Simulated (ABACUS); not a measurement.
Band-structure run, with input and output: SiC (part 2 of 2)

Continued. System: SiC (P6₃mc, 8 atoms in the cell). Method: Kohn-Sham DFT of a periodic cell, PBEsol, GBRV ultrasoft 1.5 PBE, no spin polarisation (ABACUS 3.10.1); cutoff 544.23 eV, fermi-dirac of 0.05 eV. The structure derives from a Materials Project entry. It belongs to a series of runs on one base structure; here: bands on the converged density.

Geometry of the input (Å; fractional positions):
```
3.0757  0.0000  0.0000
-1.5378  2.6636  0.0000
0.0000  0.0000  10.0706
Si 0.0000  0.0000  0.1879
Si 0.0000  0.0000  0.6879
Si 0.3333  0.6667  0.4378
Si 0.6667  0.3333  0.9378
C  0.0000  0.0000  0.0005
C  0.0000  0.0000  0.5005
C  0.3333  0.6667  0.2498
C  0.6667  0.3333  0.7498
```

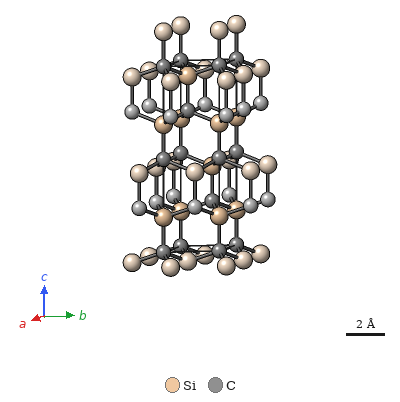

The input geometry (ball-and-stick view of the cell of the calculation, seen slightly off an axis; neighbours outside the cell are drawn fainter).

**Log, continued**
```
 number of pseudo atomic orbitals for C is 2
WARNING: norm of atomic wavefunction # 2 of atomic type C is 0.99999, renormalized

 -------------------------------------------
 NONSELF-CONSISTENT
 -------------------------------------------
                                 init_chg = file
 try to read charge from file
 Read in the charge density: OUT.SiC//SiC-CHARGE-DENSITY.restart

 PW ALGORITHM --------------- ION=   1  ELEC=   1--------------------------------
 k(1/57) Iter steps (avg)=14 threshold=1e-07
 k(2/57) Iter steps (avg)=23 threshold=1e-07
 k(3/57) Iter steps (avg)=24 threshold=1e-07
 k(4/57) Iter steps (avg)=25 threshold=1e-07
 k(5/57) Iter steps (avg)=14 threshold=1e-07
 k(6/57) Iter steps (avg)=14 threshold=1e-07
 k(7/57) Iter steps (avg)=30 threshold=1e-07
 k(8/57) Iter steps (avg)=20 threshold=1e-07
 k(9/57) Iter steps (avg)=14 threshold=1e-07
 k(10/57) Iter steps (avg)=17 threshold=1e-07
 k(11/57) Iter steps (avg)=18 threshold=1e-07
 k(12/57) Iter steps (avg)=27 threshold=1e-07
 k(13/57) Iter steps (avg)=18 threshold=1e-07
 k(14/57) Iter steps (avg)=30 threshold=1e-07
 k(15/57) Iter steps (avg)=28 threshold=1e-07
[... levels at 15 k points of this process ...]

 Density error is 0.00000000000
                          Error Threshold = 1.00000000000e-07
----------------------------------------------------------
     Energy           Rydberg                 eV
----------------------------------------------------------
 E_KohnSham     -84.0195128749       -1143.1441182830
 E_KS(sigma->0) -84.0195128749       -1143.1441182828
 E_Harris       -84.0195128749       -1143.1441182830
 E_band         8.5189247608         115.9059175801
 E_one_elec     22.7124978380        309.0193864098
 E_Hartree      9.2049957682         125.2403925130
 E_xc           -32.1837349808       -437.8821786602
 E_Ewald        -83.7532715003       -1139.5217185452
 E_entropy(-TS) -0.0000000000        -0.0000000003
 E_descf        0.0000000000         0.0000000000
 E_exx          0.0000000000         0.0000000000
 E_Fermi        0.7817786085         10.6366436502
----------------------------------------------------------

 charge density convergence is achieved
 final etot is -1143.1441183 eV
 EFERMI = 10.636643650 eV

 STATE ENERGY(eV) AND OCCUPATIONS    NSPIN == 1
 1/15 kpoint (Cartesian) = 0.0000 0.0000 0.0000 (2373 pws)
       1       -6.01117      0.0350877
       2       -4.82497      0.0350877
       3       -4.78867      0.0350877
       4       -2.39711      0.0350877
       5       0.836003      0.0350877
       6        5.12057      0.0350877
       7        5.16019      0.0350877
       8        8.35107      0.0350877
       9        8.35107      0.0350877
      10        8.81417      0.0350877
      11        8.81417      0.0350877
      12        8.95734      0.0350877
      13        8.95734      0.0350877
      14        9.49044      0.0350877
      15        9.54441      0.0350877
      16        9.54441      0.0350877
      17        14.5723    2.29239e-36
      18        15.1548    1.99868e-41
      19        15.7857    6.62290e-47
      20        15.7952    5.48104e-47
      21        16.4632    8.63147e-53
      22        16.4632    8.63114e-53
      23        16.4709    7.40484e-53
      24        16.4709    7.40480e-53
      25        16.8868    1.80658e-56
      26        17.5332    4.38794e-62

 2/15 kpoint (Cartesian) = 0.027094 0.015643 0.0000 (2354 pws)
       1       -5.88969      0.0350877
       2       -4.70741      0.0350877
       3       -4.67055      0.0350877
       4       -2.29424      0.0350877
       5       0.948198      0.0350877
       6        5.16037      0.0350877
       7        5.20235      0.0350877
       8        7.65904      0.0350877
       9        8.11547      0.0350877
      10        8.26240      0.0350877
      11        8.40932      0.0350877
      12        8.67610      0.0350877
      13        8.78158      0.0350877
      14        9.08728      0.0350877
      15        9.40915      0.0350877
      16        9.49451      0.0350877
      17        14.9086    2.75013e-39
      18        15.4560    4.83874e-44
      19        15.6747    6.09498e-46
      20        15.9899    1.11585e-48
      21        16.3296    1.24910e-51
      22        16.4239    1.89589e-52
      23        16.6173    3.95929e-54
      24        16.8397    4.63481e-56
      25        16.9174    9.79869e-57
      26        17.4551    2.09411e-61

 3/15 kpoint (Cartesian) = 0.054188 0.031286 0.0000 (2344 pws)
       1       -5.52817      0.0350877
       2       -4.35880      0.0350877
       3       -4.32006      0.0350877
       4       -1.99473      0.0350877
       5        1.27553      0.0350877
       6        5.14540      0.0350877
       7        5.21226      0.0350877
       8        6.21486      0.0350877
       9        7.07962      0.0350877
      10        7.22939      0.0350877
      11        7.60803      0.0350877
      12        8.00531      0.0350877
      13        8.30820      0.0350877
      14        8.36905      0.0350877
      15        9.15404      0.0350877
      16        9.29847      0.0350877
      17        14.2140    2.97013e-33
      18        14.9109    2.62897e-39
      19        15.1878    1.03284e-41
      20        16.2793    3.41370e-51
      21        16.6368    2.68317e-54
      22        16.9171    9.86643e-57
      23        17.0750    4.18729e-58
      24        17.1626    7.27315e-59
      25        17.5174    6.01926e-62
      26        17.6310    6.21275e-63

 4/15 kpoint (Cartesian) = 0.081282 0.046928 0.0000 (2366 pws)
       1       -4.93697      0.0350877
       2       -3.79422      0.0350877
       3       -3.75136      0.0350877
       4       -1.53592      0.0350877
       5        1.77083      0.0350877
       6        4.21240      0.0350877
       7        4.59476      0.0350877
       8        4.90665      0.0350877
       9        6.22427      0.0350877
      10        6.43822      0.0350877
      11        6.92204      0.0350877
      12        7.07280      0.0350877
      13        7.86318      0.0350877
      14        7.90280      0.0350877
      15        8.69918      0.0350877
      16        8.99526      0.0350877
      17        13.2131    1.46741e-24
      18        13.7278    4.96612e-29
      19        14.5101    7.95780e-36
      20        15.5635    5.63102e-45
      21        16.1833    2.33132e-50
      22        17.1727    5.94239e-59
      23        17.2008    3.38203e-59
      24        17.2078    2.94382e-59
      25        17.9799    5.79060e-66
      26        18.5182    1.22120e-70

 5/15 kpoint (Cartesian) = 0.10838 0.062571 0.0000 (2376 pws)
       1       -4.14107      0.0350877
       2       -3.05446      0.0350877
       3       -3.00208      0.0350877
       4       -1.03889      0.0350877
       5        2.11980      0.0350877
       6        2.83032      0.0350877
       7        3.28434      0.0350877
       8        3.79674      0.0350877
       9        5.02656      0.0350877
      10        6.39375      0.0350877
      11        6.63544      0.0350877
      12        6.88325      0.0350877
      13        7.47542      0.0350877
      14        7.50714      0.0350877
      15        8.15266      0.0350877
      16        8.69730      0.0350877
      17        12.4256    1.01414e-17
      18        12.6632    8.77092e-20
      19        13.9738    3.62548e-31
      20        14.9339    1.65837e-39
      21        15.3150    8.12280e-43
      22        16.4029    2.88603e-52
      23        16.9699    3.43170e-57
      24        17.3817    9.09343e-61
      25        18.1675    1.35885e-67
      26        18.4627    3.70313e-70

 6/15 kpoint (Cartesian) = 0.13547 0.078214 0.0000 (2386 pws)
       1       -3.21193      0.0350877
       2       -2.28177      0.0350877
       3       -2.19278      0.0350877
       4      -0.867108      0.0350877
       5        1.43494      0.0350877
       6        1.80090      0.0350877
       7        2.34433      0.0350877
       8        3.72992      0.0350877
       9        3.98813      0.0350877
      10        5.98694      0.0350877
      11        6.35535      0.0350877
      12        7.16698      0.0350877
      13        7.21984      0.0350877
      14        7.24895      0.0350877
      15        7.92380      0.0350877
      16        8.48950      0.0350877
      17        11.8870    4.84112e-13
      18        11.9652    1.01290e-13
      19        13.6869    1.12545e-28
      20        14.5432    4.10419e-36
      21        14.7083    1.51201e-37
      22        15.5986    2.79269e-45
      23        16.7360    3.68800e-55
      24        17.1546    8.52718e-59
      25        18.2380    3.31726e-68
      26        18.9085    4.97484e-74

[... levels at 9 further k points ...]

 --------------------------------------------
 !FINAL_ETOT_IS -1143.144118283010 eV
 --------------------------------------------

 Output bands in file: OUT.SiC/BANDS_1.dat
```

**Standard output**
```
ABACUS v3.10.14,Local thread limit: 128

               Atomic-orbital Based Ab-initio Computation at UStc

 dft_functional readin is: pbesol
 dft_functional in pseudopot file is: PBE
 Please make sure this is what you need
 dft_functional readin is: pbesol
 dft_functional in pseudopot file is: PBE
 Please make sure this is what you need
 UNIFORM GRID DIM        : 24 * 24 * 80
 UNIFORM GRID DIM(BIG)   : 36 * 36 * 120
 UNIFORM GRID DIM(DENSE) : 36 * 36 * 120
 ---------------------------------------------------------
 ---------------------------------------------------------
 SPIN    KPOINTS         PROCESSORS  THREADS
 1       57              4           4
 ---------------------------------------------------------
 Use plane wave basis
 ---------------------------------------------------------
 ELEMENT NATOM       XC
 Si      4
 C       4
 ---------------------------------------------------------
 Initial plane wave basis and FFT box
 ---------------------------------------------------------
 -------------------------------------------
 NONSELF-CONSISTENT :
 -------------------------------------------
 START CHARGE      : file
 ITER       ETOT/eV          EDIFF/eV         DRHO     TIME/s
 DA1     -1.14314412e+03   0.00000000e+00   0.0000e+00   9.06
```

**Summary**

| quantity | value |
| --- | --- |
| outcome | converged |
| space group (tolerance 0.01 Å) | P6₃mc (186) |
| electrons treated | 32 |
| Fermi energy of the self-consistent step | 10.574 eV |
| gap on the band path | 2.10 eV |
| hardware | 4 threads of AMD EPYC (Zen 3), 24 GiB of memory available, shared host |
| wall time | 12 s (CPU time 46 s) |
| peak memory | 1 GiB |
